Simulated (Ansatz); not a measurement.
## Run report: Si, geometry relaxation (part 2 of 2)

Continued. System: Si (P4₁22, 4 atoms in the cell). Method: DFT PBE, scalar-relativistic, plane waves, PAW, no spin polarisation (Ansatz 0.2.0); cutoff 420 eV, 4×4×6 k-mesh, Gaussian smearing of 0.1 eV. The structure was made by a generator, so it may or may not be a known phase.

Geometry of the input (Å; fractional positions):
```
4.3551  0.0000  0.0000
0.0000  4.3551  0.0000
0.0000  0.0000  3.3623
Si 0.3385  0.0000  0.7500
Si 0.6615  0.0000  0.2500
Si 0.0000  0.3385  0.0000
Si 0.0000  0.6615  0.5000
```

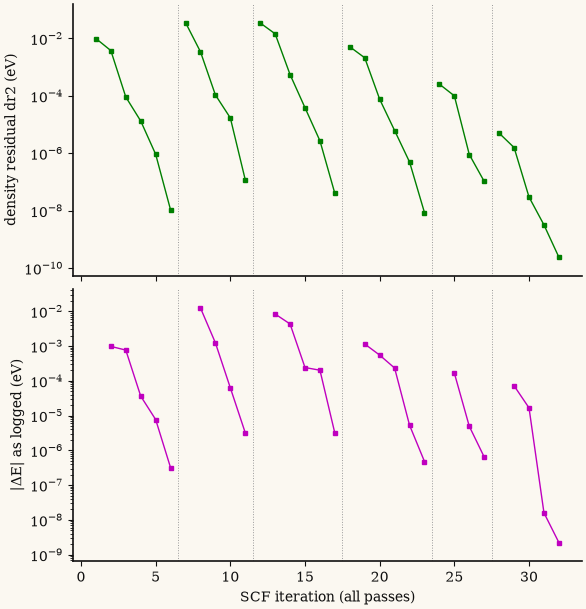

Convergence of the self-consistent field: density residual dr2 and size of the energy change against the SCF iteration. The dotted lines part the SCF passes of the relaxation: geometry steps, rejected trials and re-solves on a re-selected basis. The 6 passes take 4 to 6 iterations each, 32 in all.

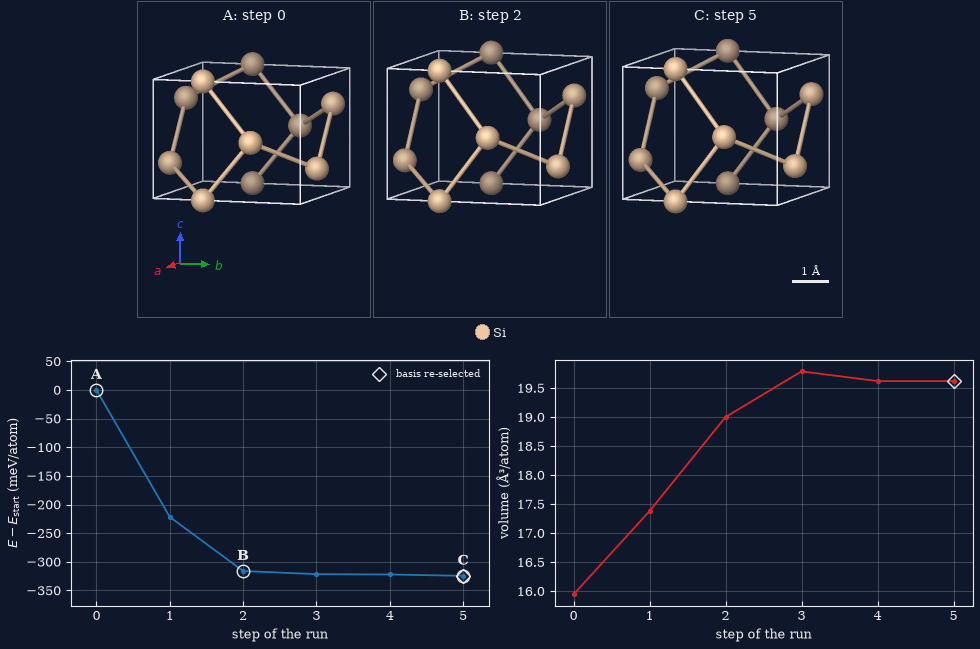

Frames of the relaxation (ball-and-stick view of the cell of the calculation, seen slightly off an axis) above the curves, on which the letters mark them (the first geometry is step 0 here and step 1 in the log).

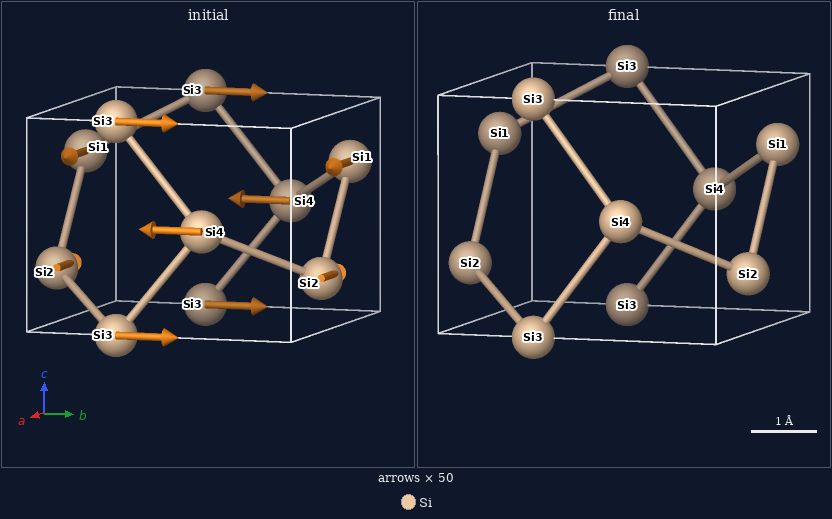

Before (left) and after (right) the relaxation, at one scale (ball-and-stick view of the cell of the calculation, seen slightly off an axis). The orange arrows give the displacements (without the part carried along by the change of the cell), magnified 50 times. The energy falls by 322 meV per atom in 4 geometry steps. The largest force component goes from 0.06 to 0.03 eV/Å. The pressure goes from 30.02 to 0.14 GPa. The largest moves relative to the cell, 0.021 Å, are those of Si1, Si2, Si3 and Si4. The volume changes by +23.1 %, with a = b 4.355 → 4.579 Å (+5.1 %), c 3.362 → 3.743 Å (+11.3 %). Distances before and after: Si1–Si2 2.192 → 2.360 Å, Si1–Si3 2.248 → 2.410 Å. Among the angles that change: Si2–Si1–Si2 100.2° → 104.9°, Si2–Si1–Si4 97.7° → 95.1°. The space group stays P4_122 (No. 91). A last SCF at the same geometry on a re-selected plane-wave basis shifts the energy by −2.4 meV per atom. (Atoms are counted from 1 in the order of the input.)

```
basis re-selected at this cell: Δ(F+E_penalty+E_count) = -9.525e-3 eV, ΔP = +0.140 GPa vs the last step (what re-selecting the basis moved, of the pressure what is left beyond the Pulay correction that the steps carried, after the strain that the cell walked since its last selection, with what the two solves' SCF thresholds leave and, on support functions, any second-order correction that the steps lacked; it is no measure of the basis error at this ecutwfc). The dense FFT grid was sized anew with the basis: this SCF ran on 32×32×27 points, the steps before it on 30×30×24, so part of this shift can come from that change (see relax.cell in the input reference). This SCF's stress stands 2.43e-1 GPa from its target on what of the cell is left free (relax.cell.stress_tol is 4.00e-1 GPa) and its largest allowed force component is 3.01e-2 eV/Å (relax.f_tol is 4.00e-2 eV/Å): within both
SCF converged after 5 iterations
Free energy (F): -2542.091174 eV
Harris-Foulkes:  -2542.091174 eV  (|F-HF|=8.64e-11)
Internal energy: -2542.086098 eV  (E = F + TS)
E sigma→0 (E₀):  -2542.088636 eV
Entropy (-TS):   -0.005077 eV (-1.269 meV/atom)
Fermi energy:    6.630139 eV
--- Per-component energies (eV) ---
  E_band       = 22.846811
  E_kinetic    = 159.923850
  E_local      = -104.018962  (includes V_loc(G=0)·N_el)
  E_nonlocal   = 103.297124
  E_hartree    = 29.662249
  E_xc         = -220.322096
  E_vxc        = -186.391791  (∫ρ·V_xc dr)
  E_paw        = -2050.457938  (= ΣΔE_a)
  E_vpaw       = -9.287878  (= ΣTr[D̂ρ^β])
  E_aug_tail   = 0.000026  (compensation charges beyond the density's cutoff)
  E_ewald      = -460.170351
  E_smearing   = -0.005077  (= −TS)
  E_closure    = 0.000000  (closes the sum)
  Σ components = -2542.091174   (vs F -2542.091174, Δ=0.00e0)
--- Forces (eV/Å), atoms counted from 1 ---
  atom   1  Si     0.03007884    -0.00000000     0.00000000
  atom   2  Si    -0.03007884     0.00000000     0.00000000
  atom   3  Si     0.00000000     0.03007884     0.00000000
  atom   4  Si    -0.00000000    -0.03007884     0.00000000
  max |Σ_I F_I| component: 4.51e-17 eV/Å
--- Stress (GPa, compression-positive) ---
        0.243382       0.000000       0.000000
        0.000000       0.243382       0.000000
        0.000000       0.000000      -0.072764
  P = ⅓ Tr σ = 0.1380 GPa (1.380 kbar)
--- Band table (eV; the first three rows and the last of 24) ---
  k-point 0: bands = ["-5.7425", "-1.0206", "0.8300", "0.8300", "3.3511", "4.7784", "4.7784", "6.3323", "8.5492", "8.5492", "9.6297", "9.6297"]
  k-point 1: bands = ["-5.4701", "-0.7472", "-0.0060", "1.3949", "3.2161", "3.5592", "5.1927", "6.0133", "8.5230", "8.5944", "8.7237", "9.9199"]
  k-point 2: bands = ["-4.6617", "-1.6554", "0.0658", "2.2064", "3.1758", "3.2871", "4.0396", "4.9264", "6.9119", "7.7791", "9.6044", "10.2031"]
  k-point 23: bands = ["-1.6875", "-1.6875", "-0.8327", "-0.8327", "1.0711", "1.0711", "4.0835", "4.0835", "10.7861", "10.7861", "11.4739", "11.4739"]
--- Relaxed structure (5 steps of the walk, 5 accepted, 1 SCFs on fresh bases) ---
  F+E_penalty+E_count = -2542.09117430 eV   max|allowed force component| = 3.008e-2 eV/Å   (the final SCF, on the basis selected at the relaxed cell)
  cell:  # Å, volume = 78.4778 Å³
    - [4.578630059569376, -8.397584756670464e-34, 0.0]
    - [-8.397584756670464e-34, 4.578630059569376, 0.0]
    - [0.0, 0.0, 3.743481301402281]
  atoms:
    - { symbol: Si, position: [0.3430109130978369, 9.957898686496411e-20, 0.7499999999999999] }
    - { symbol: Si, position: [0.6569890869021631, 9.957898686496411e-20, 0.24999999999999997] }
    - { symbol: Si, position: [2.9873696059489223e-19, 0.3430109130978369, 1.6109876546037758e-34] }
    - { symbol: Si, position: [2.9873696059489227e-19, 0.6569890869021631, 0.49999999999999994] }
```

### Trajectory as extended XYZ (Å, eV, eV/Å), 6 frames, from step=1 to step=6
```
4
Lattice="4.3551 0.0000 0.0000 0.0000 4.3551 0.0000 0.0000 0.0000 3.3623" Properties=species:S:1:pos:R:3:forces:R:3 step=1 energy=-2540.79338 pressure_GPa=30.02
Si    1.4742    0.0000    2.5217   -0.0597   0.0000   0.0000
Si    2.8810    0.0000    0.8406    0.0597   0.0000   0.0000
Si    0.0000    1.4742    0.0000    0.0000  -0.0597   0.0000
Si    0.0000    2.8810    1.6812    0.0000   0.0597   0.0000
4
Lattice="4.4401 0.0000 0.0000 0.0000 4.4401 0.0000 0.0000 0.0000 3.5261" Properties=species:S:1:pos:R:3:forces:R:3 step=2 energy=-2541.68019 pressure_GPa=14.61
Si    1.5120    0.0000    2.6445    0.0561   0.0000   0.0000
Si    2.9280    0.0000    0.8815   -0.0561   0.0000   0.0000
Si    0.0000    1.5120    0.0000    0.0000   0.0561   0.0000
Si    0.0000    2.9280    1.7630    0.0000  -0.0561   0.0000
4
Lattice="4.5383 0.0000 0.0000 0.0000 4.5383 0.0000 0.0000 0.0000 3.6900" Properties=species:S:1:pos:R:3:forces:R:3 step=3 energy=-2542.05763 pressure_GPa=3.12
Si    1.5573    0.0000    2.7675   -0.0362   0.0000   0.0000
Si    2.9810    0.0000    0.9225    0.0362   0.0000   0.0000
Si    0.0000    1.5573    0.0000    0.0000  -0.0362   0.0000
Si    0.0000    2.9810    1.8450    0.0000   0.0362   0.0000
4
Lattice="4.6055 0.0000 0.0000 0.0000 4.6055 0.0000 0.0000 0.0000 3.7315" Properties=species:S:1:pos:R:3:forces:R:3 step=4 energy=-2542.07930 pressure_GPa=-0.55
Si    1.5750    0.0000    2.7986    0.0823   0.0000   0.0000
Si    3.0305    0.0000    0.9329   -0.0823   0.0000   0.0000
Si    0.0000    1.5750    0.0000    0.0000   0.0823   0.0000
Si    0.0000    3.0305    1.8657    0.0000  -0.0823   0.0000
4
Lattice="4.5786 0.0000 0.0000 0.0000 4.5786 0.0000 0.0000 0.0000 3.7435" Properties=species:S:1:pos:R:3:forces:R:3 step=5 energy=-2542.08165 pressure_GPa=-0.00
Si    1.5705    0.0000    2.8076    0.0300   0.0000   0.0000
Si    3.0081    0.0000    0.9359   -0.0300   0.0000   0.0000
Si    0.0000    1.5705    0.0000    0.0000   0.0300   0.0000
Si    0.0000    3.0081    1.8717    0.0000  -0.0300   0.0000
4
Lattice="4.5786 0.0000 0.0000 0.0000 4.5786 0.0000 0.0000 0.0000 3.7435" Properties=species:S:1:pos:R:3:forces:R:3 step=6 energy=-2542.09117 pressure_GPa=0.14
Si    1.5705    0.0000    2.8076    0.0301   0.0000   0.0000
Si    3.0081    0.0000    0.9359   -0.0301   0.0000   0.0000
Si    0.0000    1.5705    0.0000    0.0000   0.0301   0.0000
Si    0.0000    3.0081    1.8717    0.0000  -0.0301   0.0000
```

### Results in brief

- outcome: converged
- space group (tolerance 0.01 Å): P4₁22 (91)
- electrons treated: 16
- free energy: −2542.0912 eV
- Fermi energy: 6.630 eV
- gap on the k-point mesh: none (metallic)
- pressure: 0.14 GPa
- final volume: 78.48 Å³
- largest force (length of the vector) at the end: 0.030 eV/Å
- final cell: a = 4.579 Å, b = 4.579 Å, c = 3.743 Å, α = 90.00°, β = 90.00°, γ = 90.00°
- hardware: 1 thread of Arm Neoverse V2, 24 GiB of memory available, shared host
- wall time: 12 s
- peak memory: 0.33 GiB
